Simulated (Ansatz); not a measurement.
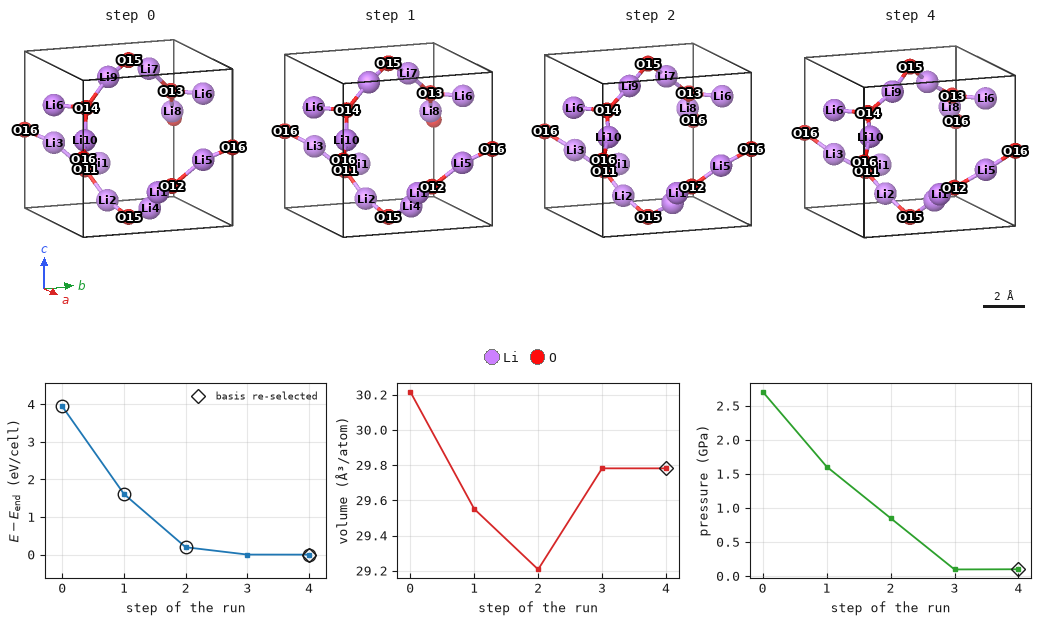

Frames of a relaxation of a crystal of Li5O3 (a generated structure, set up in P-4n2) (coarse preliminary run), marked on the history of the run. The picture is a ball-and-stick view of the cell of the calculation, seen slightly off an axis.

These are results of DFT PBE, scalar-relativistic, plane waves, PAW in Ansatz 0.2.0, not measurements. (plane-wave cutoff 420 eV; k-point mesh 2 × 2 × 2; occupations gaussian; smearing width 0.1 eV; collinear spin; cell and atoms relaxed; force threshold 0.04 eV/Å; at most 70 steps)

Q: Describe the path.

A: The largest moves relative to the cell, 0.45 Å, are those of 8 atoms (Li2, Li3, Li4, Li5 and others). Li8 goes roughly along [−1 −1 3]. Largest moves by element: Li 0.45 Å, O 0.04 Å. Cell: a = b 7.856 → 7.964 Å (+1.4 %), c 7.833 → 7.513 Å (−4.1 %). Volume −1.4 %. Among the contacts that change: Li2–Li7 2.394 → 2.893 Å, Li10–O14 2.028 → 1.785 Å, Li10–O16 1.570 → 1.783 Å, Li1–O11 1.721 → 1.784 Å. Among the angles between lasting bonds that change: Li3–O16–Li5 132.4° → 111.5°, Li4–O12–Li5 147.9° → 131.6°, Li3–O16–Li8 99.4° → 108.5°. The space group stays P-4n2 (No. 118). Over 3 accepted moves (4 points after the start) the energy falls by 3.942 eV per cell of the calculation. Largest force component: 2.8 eV/Å at the start, 0.022 eV/Å at the end. Pressure: 2.71 GPa at the start and 0.10 GPa at the end. The SCF was repeated once at an unchanged geometry on a basis and grid sized afresh for the cell, which shifted the energy by 1.2 meV per cell of the calculation at most. The run took 100 s on 1 thread of Arm Neoverse V2, on a shared host, peak memory 0.77 GiB. From step 0 to 1: Li atoms move most (0.13 Å), volume −2.2 %, energy −2.331 eV per cell of the calculation. From step 1 to 2: Li atoms move most (0.19 Å), volume −1.2 %, energy −1.414 eV per cell of the calculation. From step 2 to 4: Li atoms move most (0.16 Å), volume +2.0 %, energy −0.197 eV per cell of the calculation.

```tsv
step	E − E(0), meV/atom	largest force component, eV/Å	pressure, GPa	volume, Å³/atom	note
0	0.00	2.7665	2.71	30.217	
1	-145.69	1.4826	1.61	29.551	
2	-234.08	0.2977	0.85	29.208	
3	-246.29	0.0222	0.10	29.782	
4	-246.36	0.0224	0.10	29.782	same geometry, new basis
```

Limits of the set-up: the k-point mesh is coarse for a cell with partly filled bands.
